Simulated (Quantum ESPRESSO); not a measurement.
Au: single-point calculation (part 2 of 2)

The same run, continued: Au (2 atoms in the cell); Kohn-Sham DFT of a periodic cell, r2SCAN, SG15 PBE 1.2, no spin polarisation (Quantum ESPRESSO 7.5); cutoff 952.4 eV, 6×6×3 k-mesh, fermi-dirac of 0.05 eV. The structure derives from a Materials Project entry. The volume is scaled by 0.94.

Geometry of the input (Å; fractional positions):
```
1.3825  -2.5038  0.0000
1.3825  2.5038  0.0000
0.0000  0.0000  4.7933
Au 0.3347  0.6653  0.2500
Au 0.6653  0.3347  0.7500
```

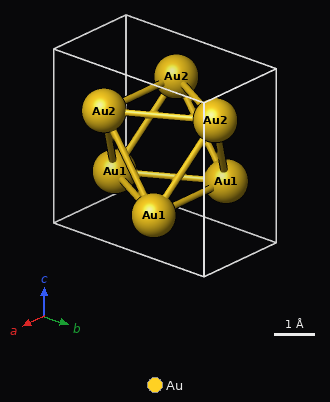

Fig. 1: The structure as given in the input (ball-and-stick view of the cell 2 times as large as that of the calculation, set on its symmetry axes, seen at an oblique angle; atoms are numbered from 1 in the order of the input). An atom can appear more than once, as a periodic image.

What the program printed, continued:
```
          k = 0.5172 0.0952 0.0000 (  2232 PWs)   bands (ev):

   -87.4319 -87.4282 -37.8577 -37.8394 -37.6817 -37.6468 -37.6396 -37.5696
    14.4155  14.4768  14.5632  15.9402  16.2115  16.6459  16.8084  18.2337
    18.8121  19.1697  21.4776  25.3254  26.8530  28.9399  29.2787  32.6866
    34.7998  36.2311  36.7834

          k = 0.5172 0.0952 0.1989 (  2218 PWs)   bands (ev):

   -87.4310 -87.4292 -37.8603 -37.8513 -37.6793 -37.6625 -37.6066 -37.5746
    14.0522  14.5937  14.8942  15.4464  16.1970  17.1282  17.4231  17.8536
    18.5501  19.4285  21.7761  23.7402  26.3328  28.5670  30.9008  33.3450
    34.4606  36.6021  39.7329

          k = 0.5172 0.0952-0.1989 (  2218 PWs)   bands (ev):

   -87.4310 -87.4292 -37.8603 -37.8513 -37.6793 -37.6625 -37.6066 -37.5746
    14.0522  14.5937  14.8942  15.4464  16.1970  17.1282  17.4231  17.8536
    18.5501  19.4285  21.7761  23.7402  26.3328  28.5670  30.9008  33.3450
    34.4606  36.6022  39.7329

          k =-0.3448-0.3808 0.0000 (  2209 PWs)   bands (ev):

   -87.4329 -87.4290 -37.8325 -37.8014 -37.7024 -37.6603 -37.6432 -37.5691
    14.3884  14.4701  14.6299  16.1060  16.2412  16.5059  16.8151  18.2732
    18.7919  19.0354  20.9168  25.5390  26.6501  28.9944  29.1332  33.1024
    35.0890  36.1474  36.6260

          k =-0.3448-0.3808 0.1989 (  2218 PWs)   bands (ev):

   -87.4319 -87.4300 -37.8333 -37.8175 -37.6994 -37.6762 -37.6084 -37.5739
    14.0764  14.6399  14.9414  15.4838  16.0911  17.1088  17.4615  17.8462
    18.5883  19.2393  21.2989  23.5349  26.6056  28.9584  30.7824  33.2247
    34.3021  36.7957  39.7821

          k =-0.3448-0.3808-0.1989 (  2218 PWs)   bands (ev):

   -87.4319 -87.4300 -37.8333 -37.8175 -37.6994 -37.6762 -37.6084 -37.5739
    14.0764  14.6399  14.9414  15.4838  16.0911  17.1088  17.4615  17.8462
    18.5883  19.2393  21.2989  23.5349  26.6056  28.9584  30.7824  33.2247
    34.3021  36.7957  39.7821

          k =-0.1724-0.2856 0.0000 (  2204 PWs)   bands (ev):

   -87.4405 -87.4324 -37.7315 -37.7124 -37.6940 -37.6703 -37.6381 -37.5418
    13.1305  14.7315  15.1564  15.4741  16.0427  16.3493  17.0165  17.1616
    18.1632  18.5927  18.8922  24.2343  25.5808  31.1050  32.4956  37.1930
    38.2366  38.7689  39.8085

          k =-0.1724-0.2856 0.1989 (  2212 PWs)   bands (ev):

   -87.4384 -87.4344 -37.7406 -37.7255 -37.6710 -37.6521 -37.6319 -37.5673
    13.6690  14.8116  15.0286  15.3475  15.8425  16.0991  16.9369  17.7646
    18.2418  18.5510  18.9188  20.8203  29.9167  32.5756  33.1951  35.0779
    35.9923  37.1531  41.8524

          k =-0.1724-0.2856-0.1989 (  2212 PWs)   bands (ev):

   -87.4384 -87.4344 -37.7406 -37.7255 -37.6710 -37.6521 -37.6319 -37.5673
    13.6690  14.8116  15.0286  15.3475  15.8425  16.0991  16.9369  17.7646
    18.2418  18.5510  18.9188  20.8203  29.9167  32.5756  33.1951  35.0779
    35.9923  37.1531  41.8522

          k = 0.0000-0.1904 0.0000 (  2175 PWs)   bands (ev):

   -87.4464 -87.4357 -37.7286 -37.6536 -37.6466 -37.6238 -37.6118 -37.5277
    11.5898  13.8122  15.5021  15.9230  16.4994  16.6457  17.1158  17.2129
    17.3576  17.3669  18.9938  22.7465  23.9078  34.1728  38.4104  38.5130
    38.5932  39.2313  40.4095

          k = 0.0000-0.1904 0.1989 (  2207 PWs)   bands (ev):

   -87.4437 -87.4384 -37.6931 -37.6419 -37.6379 -37.6318 -37.6205 -37.5676
    12.4154  13.7448  15.4901  15.6679  15.7164  16.4574  16.8862  17.1189
    17.9135  17.9501  18.7202  19.6026  29.3248  34.7944  35.9062  36.6800
    39.0138  39.3821  39.5542

          k = 0.0000-0.1904-0.1989 (  2207 PWs)   bands (ev):

   -87.4437 -87.4384 -37.6931 -37.6419 -37.6379 -37.6318 -37.6205 -37.5676
    12.4154  13.7448  15.4901  15.6679  15.7164  16.4574  16.8862  17.1189
    17.9135  17.9501  18.7202  19.6026  29.3248  34.7944  35.9062  36.6800
    39.0138  39.3821  39.5542

          k = 0.3448-0.1904 0.0000 (  2217 PWs)   bands (ev):

   -87.4368 -87.4301 -37.8145 -37.7881 -37.6761 -37.6560 -37.6143 -37.5478
    13.4917  14.1738  14.9423  16.1498  16.4425  16.5087  16.7694  18.2904
    18.3552  18.4823  19.0300  24.5868  26.6243  28.6701  33.6492  35.1536
    35.9192  38.0252  40.1774

          k = 0.3448-0.1904 0.1989 (  2221 PWs)   bands (ev):

   -87.4352 -87.4318 -37.8178 -37.8026 -37.6495 -37.6330 -37.6233 -37.5705
    13.6250  14.2594  14.9733  15.3148  16.8569  16.9425  17.7108  17.9418
    18.4396  18.4870  18.7775  21.1649  28.9048  31.2108  32.7635  35.2740
    36.7743  38.2572  38.9002

          k = 0.3448-0.1904-0.1989 (  2221 PWs)   bands (ev):

   -87.4352 -87.4318 -37.8178 -37.8026 -37.6495 -37.6330 -37.6233 -37.5705
    13.6250  14.2594  14.9733  15.3148  16.8569  16.9425  17.7109  17.9418
    18.4396  18.4870  18.7775  21.1649  28.9048  31.2108  32.7635  35.2740
    36.7743  38.2572  38.9002

          k = 0.5172-0.0952 0.0000 (  2232 PWs)   bands (ev):

   -87.4319 -87.4282 -37.8577 -37.8394 -37.6817 -37.6468 -37.6396 -37.5696
    14.4155  14.4768  14.5632  15.9402  16.2115  16.6459  16.8084  18.2337
    18.8121  19.1697  21.4776  25.3254  26.8530  28.9399  29.2787  32.6866
    34.7998  36.2311  36.7834

          k = 0.5172-0.0952 0.1989 (  2218 PWs)   bands (ev):

   -87.4310 -87.4292 -37.8603 -37.8513 -37.6793 -37.6625 -37.6066 -37.5746
    14.0522  14.5937  14.8942  15.4464  16.1970  17.1282  17.4231  17.8536
    18.5501  19.4285  21.7761  23.7402  26.3328  28.5670  30.9008  33.3450
    34.4606  36.6022  39.7329

          k = 0.5172-0.0952-0.1989 (  2218 PWs)   bands (ev):

   -87.4310 -87.4292 -37.8603 -37.8513 -37.6793 -37.6625 -37.6066 -37.5746
    14.0522  14.5937  14.8942  15.4464  16.1970  17.1282  17.4231  17.8536
    18.5501  19.4285  21.7761  23.7402  26.3328  28.5670  30.9008  33.3450
    34.4606  36.6021  39.7329

          k = 0.6896-0.0000 0.0000 (  2223 PWs)   bands (ev):

   -87.4299 -87.4295 -37.8204 -37.7920 -37.7375 -37.7092 -37.6069 -37.5996
    14.5958  15.1698  15.1699  15.7432  16.0103  16.2243  17.1052  18.5054
    18.5464  18.5779  23.4564  23.9446  25.5881  31.2817  31.3485  32.0556
    32.4785  32.6165  35.4415

          k = 0.6896-0.0000 0.1989 (  2226 PWs)   bands (ev):

   -87.4298 -87.4296 -37.8169 -37.8056 -37.7433 -37.7259 -37.5884 -37.5851
    14.9018  14.9060  15.1065  15.6771  16.1991  16.2025  17.0494  17.6289
    18.8234  18.8411  24.4294  24.9326  27.0447  27.4950  27.9094  29.7099
    36.7381  36.8658  37.9190

          k = 0.6896-0.0000-0.1989 (  2226 PWs)   bands (ev):

   -87.4298 -87.4296 -37.8169 -37.8056 -37.7433 -37.7259 -37.5884 -37.5851
    14.9018  14.9060  15.1065  15.6771  16.1991  16.2025  17.0494  17.6289
    18.8234  18.8411  24.4294  24.9326  27.0447  27.4950  27.9094  29.7099
    36.7381  36.8658  37.9190

          k =-0.1724-0.4760 0.0000 (  2218 PWs)   bands (ev):

   -87.4348 -87.4305 -37.7774 -37.7583 -37.7186 -37.6834 -37.6498 -37.5687
    14.3545  14.4127  14.6867  16.0888  16.1749  16.5685  16.5709  18.2140
    18.8263  19.0392  20.9351  24.8414  26.5969  28.9709  29.5198  32.5718
    34.4423  36.9422  37.6658

          k =-0.1724-0.4760 0.1989 (  2221 PWs)   bands (ev):

   -87.4338 -87.4316 -37.7836 -37.7733 -37.7169 -37.6965 -37.6115 -37.5741
    14.0490  14.5580  14.8971  15.4354  16.1606  17.0088  17.3634  17.8987
    18.5787  19.2899  21.2893  23.4470  25.8632  28.3618  31.4253  33.6879
    34.6466  36.3063  40.5135

          k =-0.1724-0.4760-0.1989 (  2221 PWs)   bands (ev):

   -87.4338 -87.4316 -37.7836 -37.7733 -37.7169 -37.6965 -37.6115 -37.5741
    14.0490  14.5580  14.8971  15.4354  16.1606  17.0088  17.3634  17.8987
    18.5787  19.2899  21.2893  23.4470  25.8632  28.3618  31.4253  33.6879
    34.6466  36.3063  40.5135

          k =-0.0000-0.3808 0.0000 (  2214 PWs)   bands (ev):

   -87.4396 -87.4325 -37.7539 -37.7262 -37.6839 -37.6732 -37.6305 -37.5493
    13.2717  13.9519  15.0282  15.9398  16.3409  16.6723  16.7544  18.3224
    18.3947  18.5705  19.1081  24.4438  26.3355  27.8407  34.1438  34.7808
    35.5461  38.4157  41.0117

          k =-0.0000-0.3808 0.1989 (  2206 PWs)   bands (ev):

   -87.4378 -87.4342 -37.7640 -37.7454 -37.6626 -37.6412 -37.6331 -37.5709
    13.4464  14.0190  14.9499  15.1634  16.7650  17.1739  17.5937  18.0997
    18.4554  18.5391  18.8665  21.0632  28.0934  30.5452  32.2310  36.3044
    36.3569  39.0199  39.9459

          k =-0.0000-0.3808-0.1989 (  2206 PWs)   bands (ev):

   -87.4378 -87.4342 -37.7640 -37.7454 -37.6626 -37.6412 -37.6331 -37.5709
    13.4464  14.0190  14.9499  15.1634  16.7650  17.1739  17.5936  18.0997
    18.4554  18.5391  18.8665  21.0632  28.0934  30.5452  32.2310  36.3045
    36.3569  39.0199  39.9459

          k = 0.1724-0.2856 0.0000 (  2204 PWs)   bands (ev):

   -87.4405 -87.4324 -37.7315 -37.7124 -37.6940 -37.6703 -37.6381 -37.5418
    13.1305  14.7315  15.1564  15.4741  16.0427  16.3493  17.0165  17.1616
    18.1632  18.5927  18.8922  24.2343  25.5808  31.1050  32.4956  37.1930
    38.2366  38.7689  39.8085

          k = 0.1724-0.2856 0.1989 (  2212 PWs)   bands (ev):

   -87.4384 -87.4344 -37.7406 -37.7255 -37.6710 -37.6521 -37.6319 -37.5673
    13.6690  14.8116  15.0286  15.3475  15.8425  16.0991  16.9369  17.7646
    18.2418  18.5510  18.9188  20.8203  29.9167  32.5756  33.1951  35.0779
    35.9923  37.1531  41.8523

          k = 0.1724-0.2856-0.1989 (  2212 PWs)   bands (ev):

   -87.4384 -87.4344 -37.7406 -37.7255 -37.6710 -37.6521 -37.6319 -37.5673
    13.6690  14.8116  15.0286  15.3475  15.8425  16.0991  16.9369  17.7646
    18.2418  18.5510  18.9188  20.8203  29.9167  32.5756  33.1951  35.0779
    35.9923  37.1531  41.8523

          k =-0.5172 0.2856 0.0000 (  2220 PWs)   bands (ev):

   -87.4319 -87.4282 -37.8760 -37.8487 -37.6727 -37.6394 -37.6275 -37.5698
    13.8105  13.8852  14.3851  16.1734  16.5251  16.8734  17.3507  19.0410
    19.2233  19.4029  21.7906  23.1461  27.3588  29.0723  29.1031  31.8604
    33.8750  36.6587  38.9279

          k =-0.5172 0.2856 0.1989 (  2222 PWs)   bands (ev):

   -87.4310 -87.4292 -37.8782 -37.8637 -37.6629 -37.6413 -37.6104 -37.5773
    13.5393  13.9287  14.9180  14.9460  16.8122  17.5894  18.1610  19.1185
    19.2942  19.4317  21.2429  22.6715  25.9663  26.1104  33.6000  33.8628
    34.9842  37.0641  38.1548

          k =-0.3448 0.3808 0.0000 (  2209 PWs)   bands (ev):

   -87.4329 -87.4290 -37.8325 -37.8014 -37.7024 -37.6603 -37.6432 -37.5691
    14.3884  14.4701  14.6299  16.1060  16.2412  16.5059  16.8151  18.2732
    18.7919  19.0354  20.9168  25.5390  26.6501  28.9944  29.1332  33.1024
    35.0890  36.1474  36.6260

          k =-0.3448 0.3808 0.1989 (  2218 PWs)   bands (ev):

   -87.4319 -87.4300 -37.8333 -37.8175 -37.6994 -37.6762 -37.6084 -37.5739
    14.0764  14.6399  14.9414  15.4838  16.0911  17.1088  17.4615  17.8462
    18.5883  19.2393  21.2989  23.5349  26.6056  28.9584  30.7824  33.2247
    34.3021  36.7957  39.7821

          k =-0.3448 0.3808-0.1989 (  2218 PWs)   bands (ev):

   -87.4319 -87.4300 -37.8333 -37.8175 -37.6994 -37.6762 -37.6084 -37.5739
    14.0764  14.6399  14.9414  15.4838  16.0911  17.1088  17.4615  17.8462
    18.5883  19.2393  21.2989  23.5349  26.6056  28.9584  30.7824  33.2247
    34.3021  36.7957  39.7821

          k =-0.1724 0.4760 0.0000 (  2218 PWs)   bands (ev):

   -87.4348 -87.4305 -37.7774 -37.7583 -37.7186 -37.6834 -37.6498 -37.5687
    14.3545  14.4127  14.6867  16.0888  16.1749  16.5685  16.5709  18.2140
    18.8263  19.0392  20.9351  24.8414  26.5969  28.9709  29.5198  32.5718
    34.4423  36.9422  37.6658

          k =-0.1724 0.4760 0.1989 (  2221 PWs)   bands (ev):

   -87.4338 -87.4316 -37.7836 -37.7733 -37.7169 -37.6965 -37.6115 -37.5741
    14.0490  14.5580  14.8971  15.4354  16.1606  17.0088  17.3634  17.8987
    18.5787  19.2899  21.2893  23.4470  25.8632  28.3618  31.4253  33.6879
    34.6466  36.3063  40.5135

          k =-0.1724 0.4760-0.1989 (  2221 PWs)   bands (ev):

   -87.4338 -87.4316 -37.7836 -37.7733 -37.7169 -37.6965 -37.6115 -37.5741
    14.0490  14.5580  14.8971  15.4354  16.1606  17.0088  17.3634  17.8987
    18.5787  19.2899  21.2893  23.4470  25.8632  28.3618  31.4253  33.6879
    34.6466  36.3063  40.5135

          k =-1.0344 0.0000 0.0000 (  2230 PWs)   bands (ev):

   -87.4358 -87.4313 -37.8041 -37.7766 -37.6862 -37.6527 -37.6401 -37.5689
    13.6529  13.7434  14.4892  16.3999  16.5577  16.5592  17.1994  19.1264
    19.1361  19.3271  21.4935  22.6308  26.9278  28.5689  28.7218  33.1503
    33.3493  37.3819  40.2187

          k =-1.0344 0.0000 0.1989 (  2216 PWs)   bands (ev):

   -87.4347 -87.4324 -37.8114 -37.7959 -37.6747 -37.6517 -37.6174 -37.5772
    13.4462  13.7534  14.8551  14.8615  17.0857  17.4875  18.3296  19.1813
    19.2080  19.2878  20.8929  22.2208  25.3537  25.5811  33.4330  34.5037
    34.8511  38.3274  38.9503

     the Fermi energy is    21.2165 ev

!    total energy              =    -549.45237309 Ry
     estimated scf accuracy    <          3.2E-09 Ry
     smearing contrib. (-TS)   =      -0.00107357 Ry
     internal energy E=F+TS    =    -549.45129951 Ry

     The total energy is F=E-TS. E is the sum of the following terms:
     one-electron contribution =    -170.05612169 Ry
     hartree contribution      =     104.02761084 Ry
     xc contribution           =     -50.92108484 Ry
     ewald contribution        =    -432.50170382 Ry

     convergence has been achieved in   9 iterations

     Forces acting on atoms (cartesian axes, Ry/au):

     atom    1 type  1   force =    -0.00000017   -0.00022432   -0.00003491
     atom    2 type  1   force =     0.00000017    0.00022432    0.00003491

     Total force =     0.000321     Total SCF correction =     0.000154
     SCF correction compared to forces is large: reduce conv_thr to get better values

     Computing stress (Cartesian axis) and pressure

          total   stress  (Ry/bohr**3)                   (kbar)     P=      106.49
   0.00047699   0.00000000   0.00000000           70.17        0.00        0.00
   0.00000000   0.00065195  -0.00000001            0.00       95.91       -0.00
   0.00000000  -0.00000001   0.00104272            0.00       -0.00      153.39

=------------------------------------------------------------------------------=
   JOB DONE.
=------------------------------------------------------------------------------=
```

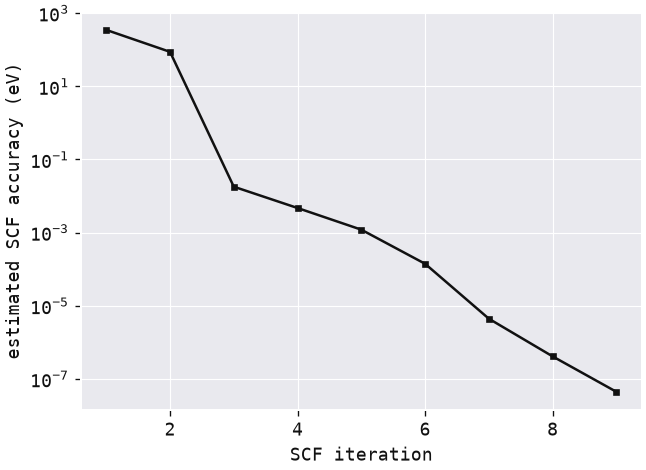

Fig. 2: Convergence of the self-consistent field: estimated SCF accuracy against the iteration. The field takes 9 iterations in all.

Key numbers:

```json
{"quantity": "outcome", "value": "converged"}
{"quantity": "space group (tolerance 0.01 Å)", "value": "Cmcm (63)"}
{"quantity": "electrons treated", "value": "38"}
{"quantity": "free energy", "value": "−7475.6804 eV"}
{"quantity": "Fermi energy", "value": "21.217 eV"}
{"quantity": "gap on the k-point mesh", "value": "none (metallic)"}
{"quantity": "pressure", "value": "10.65 GPa"}
{"quantity": "largest force (length of the vector)", "value": "0.006 eV/Å"}
{"quantity": "wall time", "value": "86 s (CPU time 2.9 min)"}
{"quantity": "peak memory", "value": "0.2 GiB"}
```

Remarks:

Further notes kept with the run: potentials made for another functional. Notes on the run: SCF correction compared to forces is large. Points of doubt noted for this run: coarse mesh; potentials made for another functional. Spin–orbit coupling is left out, which matters for Au.
